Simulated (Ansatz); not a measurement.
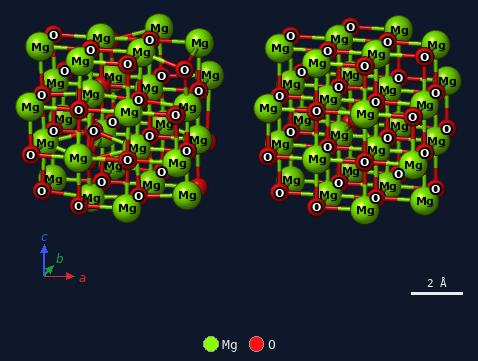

Two geometries of a defect cell of composition Mg₈O₉, drawn at one scale. One is the start of a relaxation, the other its converged end. A ball-and-stick model of the atoms within 5.0 Å of the atom that moves most (axes of the conventional cell (4 times the calculation's cell) (origin shifted)), seen slightly off an axis. Lengths and directions refer to the drawn axes.

These are results of DFT PBE-D3(BJ), scalar-relativistic, plane waves, PAW in Ansatz, not measurements. Settings: plane-wave cutoff 420 eV; k-point mesh 2 × 2 × 2; occupations fermi dirac; smearing width 0.05 eV; collinear spin; atoms relaxed in a fixed cell; force threshold 0.08 eV/Å; at most 25 steps.

Question: Which one is relaxed?

Answer: The left one is the relaxed one. It is an interstitial O in Fm-3m MgO. The run prepares the start of a later molecular dynamics calculation, from a guessed geometry. The atom that moves furthest is an O atom (1.11 Å along [−2 −1 −1]). By element the largest moves are O 1.11 Å, Mg 0.24 Å. The cell doesn't change. Near-neighbour distances that change, for instance: Mg–O 3.242 → 1.981 Å, Mg–O 1.687 → 2.828 Å, O–O 1.667 → 2.491 Å, O–O 1.718 → 2.494 Å. New bonds form: Mg–O (3.24 → 1.98 Å), O–O (1.70 → 1.35 Å). Bonds break: Mg–O (1.69 → 2.83 Å). Bond angles that change, for instance: O–Mg–O 125.9° → 85.2°, Mg–O–Mg 180.0° → 140.2°, O–Mg–O 124.6° → 85.2°. The energy falls by 8.400 eV per cell of the calculation in 14 accepted moves (16 points after the start). Largest force component: 6 eV/Å at the start, 0.049 eV/Å at the end. The line search rejected the trial step at point 11 of the run. 1 step only repeated the SCF at the same geometry. The program noted that the starting moments weren't kept.

Limits of the set-up: the program's low-accuracy preset was used; the periodic images lie only 5.5 Å apart, so the values are limited by the cell's size.
